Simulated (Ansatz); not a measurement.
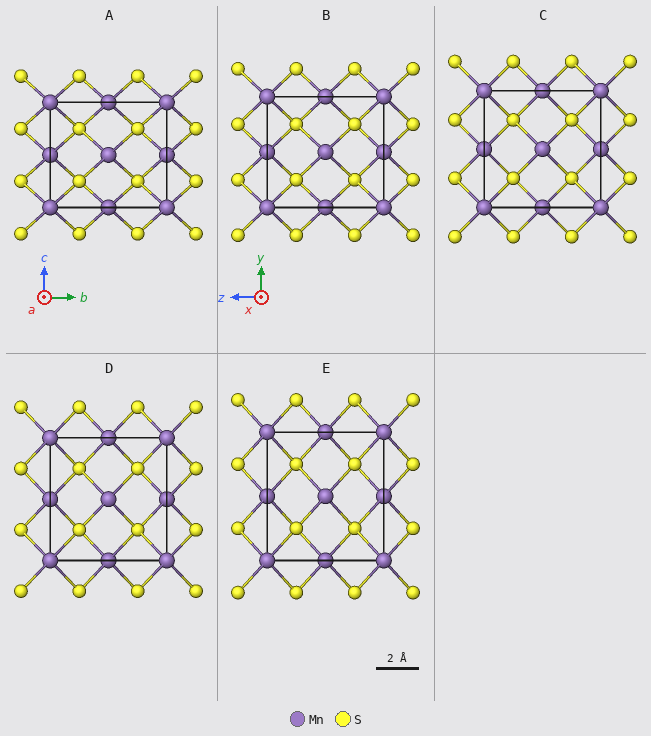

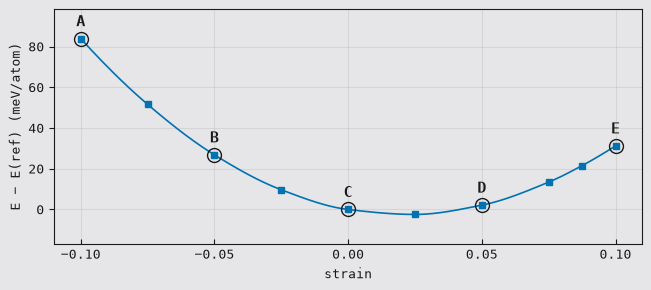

Crystalline MnS (F-43m): the cell is strained along y alone, with the atoms kept at their fractional coordinates. x, y and z are the Cartesian axes of the input. The lettered frames are marked on the plot. Style: ball-and-stick. Shown: the conventional cell (4 times the calculation's cell), along the a axis. Lengths and directions refer to the drawn axes.

Theory: DFT r2SCAN, scalar-relativistic, plane waves, PAW in Ansatz 0.2.0. (plane-wave cutoff 500 eV; k-point mesh 10 × 10 × 10; occupations gaussian; smearing width 0.05 eV; collinear spin). Energies (free energies at the smearing named) are counted from the cell as listed in its source, which wasn't relaxed.

### What does the scan show?

The lowest computed point lies at the strain 0.025 (−2.4 meV/atom). The end points stand at 83.9 meV/atom (−0.10) and 31.2 meV/atom (0.10). The unrelaxed reference is under a pressure of 1.8 GPa, which tilts the curve. The distortion takes the space group from F-43m to I-4m2. At the strain −0.10 the cell of the drawing goes c 5.600 → 5.040 Å. The band gap on the mesh, 0.58 eV in the reference, closes at −0.10, −0.075.
